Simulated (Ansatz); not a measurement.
Fe: single-point calculation

Fe (P6/mmm, 1 atom in the cell), computed with DFT, PBE, PAW with Ansatz's default frozen-core files, scalar-relativistic, spin-polarised (Ansatz 0.2.0).

It belongs to a series of runs on one base structure; here: volume scaled by 0.8, PAW files. Figures and captions count atoms from 1; the log counts them from 0 in places.

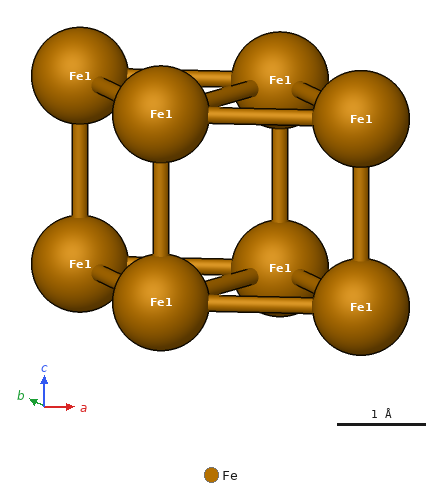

**Figure 1.** The input geometry (ball-and-stick view of the cell of the calculation, seen slightly off an axis; atoms are numbered from 1 in the order of the input).

### Key numbers

```tsv
quantity	value
outcome	converged
space group (tolerance 0.01 Å)	P6/mmm (191)
electrons treated	16
free energy	−4479.7237 eV
Fermi energy	21.499 eV
net moment of the cell	1.81 μB
integrated absolute moment	1.85 μB
pressure	47.34 GPa
largest force (length of the vector)	under 0.001 eV/Å
hardware	1 thread of Arm Neoverse V2, 24 GiB of memory available, shared host
wall time	9 s
peak memory	0.35 GiB
```

The cell is under a pressure of 47 GPa at this level, so it is not at its equilibrium volume.

### Input file
```yaml
crystal:
  lattice:
    - [2.3057350808, 0.0, 0.0]
    - [-1.1528675404, 1.9968251543, 0.0]
    - [0.0, 0.0, 2.202600379]
  atoms:
    - { symbol: Fe, position: [0.0, 0.0, 0.0], spin: 2.5 }
magnetization:
  spin_polarized: true
kpoints:
  mp_grid: { grid: [18, 18, 16] }
scf:
  occupations: { method: fermi_dirac, width: 0.08 }
hamiltonian:
  xc: pbe
  pseudopotentials: { kind: paw }
output:
  forces: true
  stress: true
  eigenvalues: true
  populations: true
```

Launch command:
```bash
ansatz run input.yaml --threads 1 --pin off --max-ram 3072MiB --backend cpu --events-out ev --progress --plain --runs-dir out
```

### Log
```
Engine: ansatz 0.2.0, aarch64-unknown-linux-gnu
Pseudopotentials: kind: paw
Pseudopotential: Fe, paw, valence charge 16, recommended cutoff 420 eV (normal), Fe.paw.azcp
Functional definition: PBE
  parameter kappa = 0.804
  parameter beta = 0.06672455060314922
  exchange = pbe_x(kappa = kappa, mu = beta*pi^2/3)
  correlation = pbe_c(beta = beta)
Crystal: 1 atoms, lattice volume = 10.141 Å³
Basis set: ecut = 420 eV, 199 PW (Γ), exchange–correlation on 32×32×30 points (8 copies of the dense FFT grid, shifted against one another)
Bands: 14, of which v1, the nominal top of the filled ones, is band 8 counted from 1 (7 counted from 0)
Symmetry: 24 space group operations
Space group: P6/mmm (ITA 191), of the structure as read, at distance tolerance 2.2e-5 Å
Magnetic group: BNS 191.233 (UNI 1463), of the structure as read, at distance tolerance 2.2e-5 Å
k-points: 333 of 5184
Non-local potential: Fe, projectors of the file, l = 0: 3, l = 1: 2, l = 2: 3, l = 3: 1
PAW form: soft (Blöchl's): semilocal exchange-correlation on the pseudo side does not see the compensation charge
PAW one-centre angular grid: Fe, 590 points (default); XC on 64 Gauss nodes
Initial density: superposition of atomic densities (chi_scale 0.1, normalization cell)
Starting moments: Σ|m| = 2.5 μB on 1 of 1 site
Initial wavefunctions: pseudopotential atomic-orbital guess
Functional: x = pbe(κ = 0.804, μ = 0.2195149727645171), c = pbe(β = 0.06672455060314922)
SCF iter   1: F=—  HF=-4479.308620 eV  |F-HF|=—  |Δ(HF+E_count)|=         —  Δρ=1.73e-1 (↑1.73e-1 ↓6.11e-2)  dr2=1.73e0  dr2_m=9.23e-1  M=1.576 μB ∫|m|=1.585 μB  β_m=0.30  ethr=3.10e-3  ⟨swp⟩=4.9  Hψ=46325  notcnv=0
Mixer restart at iter 1: flushing history
preconditioner: auto → none  [metal: Δε(μ)=0.009 eV  Ē_g=15.719 eV  σ=0.080 eV  W_gap=0.03  n_scr=2 (ndim 8)  ℏωp=33.0 eV  f_vac=0.000  D(μ)=1.34/eV (n_scr^D=20)  sad-step TF]
SCF iter   2: F=—  HF=-4478.728434 eV  |F-HF|=—  |Δ(HF+E_count)|=   5.80e-1  Δρ=4.45e-2 (↑4.45e-2 ↓3.77e-2)  dr2=1.04e-1  dr2_m=1.19e-1  M=1.850 μB ∫|m|=1.865 μB  β_m=0.35  ethr=3.10e-3  ⟨swp⟩=3.1  Hψ=20370  notcnv=0  defer=408
SCF iter   3: F=—  HF=-4479.199936 eV  |F-HF|=—  |Δ(HF+E_count)|=   4.72e-1  Δρ=2.25e-2 (↑1.53e-2 ↓2.25e-2)  dr2=8.20e-3  dr2_m=2.92e-2  M=1.897 μB ∫|m|=1.920 μB  β_m=0.61  ethr=6.49e-4  ⟨swp⟩=2.0  Hψ=12635  notcnv=0  defer=412
SCF iter   4: F=—  HF=-4479.683773 eV  |F-HF|=—  |Δ(HF+E_count)|=   4.84e-1  Δρ=7.07e-3 (↑4.45e-3 ↓7.07e-3)  dr2=4.46e-3  dr2_m=2.03e-3  M=1.848 μB ∫|m|=1.880 μB  β_m=0.80  ethr=5.12e-5  ⟨swp⟩=2.8  Hψ=19938  notcnv=0  defer=412
SCF iter   5: F=—  HF=-4479.723714 eV  |F-HF|=—  |Δ(HF+E_count)|=   3.99e-2  Δρ=3.06e-3 (↑3.06e-3 ↓1.68e-3)  dr2=1.38e-4  dr2_m=5.08e-4  M=1.816 μB ∫|m|=1.852 μB  β_m=0.73  ethr=2.79e-5  ⟨swp⟩=2.2  Hψ=19577  notcnv=0  defer=458
SCF iter   6: F=—  HF=-4479.723833 eV  |F-HF|=—  |Δ(HF+E_count)|=   1.19e-4  Δρ=2.66e-3 (↑2.66e-3 ↓8.40e-4)  dr2=2.68e-4  dr2_m=2.61e-4  M=1.812 μB ∫|m|=1.849 μB  β_m=0.86  ethr=8.60e-7  ⟨swp⟩=2.2  Hψ=13885  notcnv=0  defer=458
SCF iter   7: F=—  HF=-4479.723727 eV  |F-HF|=—  |Δ(HF+E_count)|=   1.06e-4  Δρ=3.80e-4 (↑3.37e-4 ↓3.80e-4)  dr2=8.65e-7  dr2_m=1.14e-5  M=1.813 μB ∫|m|=1.850 μB  β_m=0.93  ethr=8.60e-7  ⟨swp⟩=2.6  Hψ=13658  notcnv=0  defer=458
SCF iter   8: F=—  HF=-4479.723727 eV  |F-HF|=—  |Δ(HF+E_count)|=   1.89e-7  Δρ=1.47e-4 (↑7.02e-5 ↓1.47e-4)  dr2=1.48e-6  dr2_m=7.53e-7  M=1.811 μB ∫|m|=1.849 μB  β_m=0.87  ethr=5.41e-9  ⟨swp⟩=2.0  Hψ=14627  notcnv=0  defer=458
SCF iter   9: F=—  HF=-4479.723728 eV  |F-HF|=—  |Δ(HF+E_count)|=   6.36e-7  Δρ=2.27e-5 (↑2.27e-5 ↓1.03e-5)  dr2=1.23e-8  dr2_m=2.35e-8  M=1.812 μB ∫|m|=1.849 μB  β_m=0.86  ethr=5.41e-9  ⟨swp⟩=2.5  Hψ=13576  notcnv=0  defer=458
SCF iter  10: F=-4479.723728 eV  HF=-4479.723728 eV  |F-HF|=8.28e-11  |Δ(HF+E_count)|=   1.69e-9  Δρ=1.84e-6 (↑1.84e-6 ↓1.20e-6)  dr2=2.86e-11  dr2_m=2.07e-10  M=1.812 μB ∫|m|=1.849 μB  ethr=7.71e-11  ⟨swp⟩=4.5  Hψ=32645  notcnv=0
SCF 1 converged in 10 iterations: F = -4479.723728 eV  dr2 = 2.86e-11
  greatest PAW one-centre occupation: 1.002 electrons in one spin orbital (limit 2), on the Fe atom at site 0 (counted from 0), in its partial waves of l = 1
```

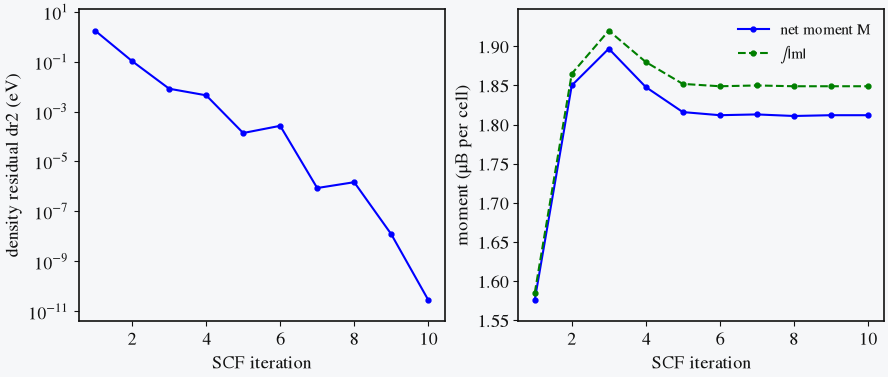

**Figure 2.** Convergence of the self-consistent field: density residual dr2 and magnetic moment against the SCF iteration. The residual falls almost steadily, with no more than small rises. The net moment goes from 1.6 to 1.8 μB per cell.

```
SCF converged after 10 iterations
Magnetization: 1.8117 μB (8.9059 up, 7.0941 down)
Absolute magnetization: 1.8490 μB (∫|ρ↑−ρ↓|, with the PAW one-centre terms)
Spin contamination: 0.0149 ħ² per cell (⟨S²⟩ above its minimum at these occupations)
Per-site moments (μB) at R_I (Å): [(1.7597453619866443, 0.9085726563375001)]
Free energy (F): -4479.723728 eV
Harris-Foulkes:  -4479.723728 eV  (|F-HF|=8.28e-11)
Internal energy: -4479.700905 eV  (E = F + TS)
E sigma→0 (E₀):  -4479.712317 eV
Entropy (-TS):   -0.022823 eV (-22.823 meV/atom)
Fermi energy:    21.498993 eV
--- Per-component energies (eV) ---
  E_band       = -170.654440
  E_kinetic    = 357.577304
  E_local      = -1975.326580  (includes V_loc(G=0)·N_el)
  E_nonlocal   = 218.479134
  E_hartree    = 841.677513
  E_xc         = -119.525861
  E_vxc        = -154.039002  (∫ρ·V_xc dr)
  E_paw        = -1367.259145  (= ΣΔE_a)
  E_vpaw       = -300.700660  (= ΣTr[D̂ρ^β])
  E_aug_tail   = 0.000619  (compensation charges beyond the density's cutoff)
  E_ewald      = -2435.323890
  E_smearing   = -0.022823  (= −TS)
  E_closure    = 0.000000  (closes the sum)
  Σ components = -4479.723728   (vs F -4479.723728, Δ=0.00e0)
--- Forces (eV/Å), atoms counted from 1 ---
  atom   1  Fe    -0.00000000     0.00000000     0.00000000
  max |Σ_I F_I| component: 4.11e-33 eV/Å
--- Stress (GPa, compression-positive) ---
       47.347309      -0.000000       0.000000
        0.000000      47.347309       0.000000
        0.000000       0.000000      47.324474
  P = ⅓ Tr σ = 47.3397 GPa (473.397 kbar)
--- Band table (eV; the first three rows and the last of 666) ---
  k-point 0 ↑: bands = ["-66.6936", "-32.3691", "-32.2479", "-32.2479", "12.1389", "16.7086", "19.0568", "19.0568", "21.4969", "21.4969", "42.4033", "44.2386", "48.6097", "50.6598"]
  k-point 1 ↑: bands = ["-66.6887", "-32.4013", "-32.2452", "-32.2452", "12.2737", "16.7921", "19.0734", "19.0734", "21.4306", "21.4306", "41.0601", "44.3489", "50.0086", "50.8845"]
  k-point 2 ↑: bands = ["-66.6747", "-32.4928", "-32.2375", "-32.2375", "12.6668", "17.0361", "19.1211", "19.1211", "21.2444", "21.2444", "38.5489", "44.6783", "51.5486", "51.5486"]
  k-point 332 ↓: bands = ["-64.2911", "-30.8200", "-30.7443", "-30.7443", "18.5683", "18.5683", "20.8253", "20.8253", "24.1424", "33.3680", "35.7041", "35.7041", "37.2712", "37.2712"]
--- Löwdin populations: 1 site ---
  site symbol       q [e]    m [muB]
     0     Fe     15.8109     1.8400
  spilling = 0.011821 (of n_electrons = 16.000000)
```

### File populations.tsv
```
# site	symbol	l	j	q_up	q_dn
# orbitals = lowdin
# n_electrons = 16.000000
# spilling = 0.011821
0	Fe	0_3S	-	0.988488	0.988658
0	Fe	0_4S	-	0.433592	0.425847
0	Fe	1_3P	-	2.996676	2.995410
0	Fe	2_3D	-	4.406688	2.575503
```

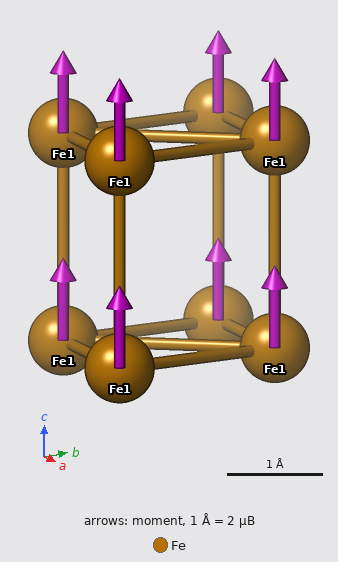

**Figure 3.** Magnetic moments of the sites as pink arrows (ball-and-stick view of the cell of the calculation, seen slightly off an axis; atoms are numbered from 1 in the order of the input); small moments hardly show. The run is collinear, so the axis drawn is arbitrary. Site moments: Fe1 (1.76 μB). They are counted near the atoms and needn't add up to the moment of the cell.
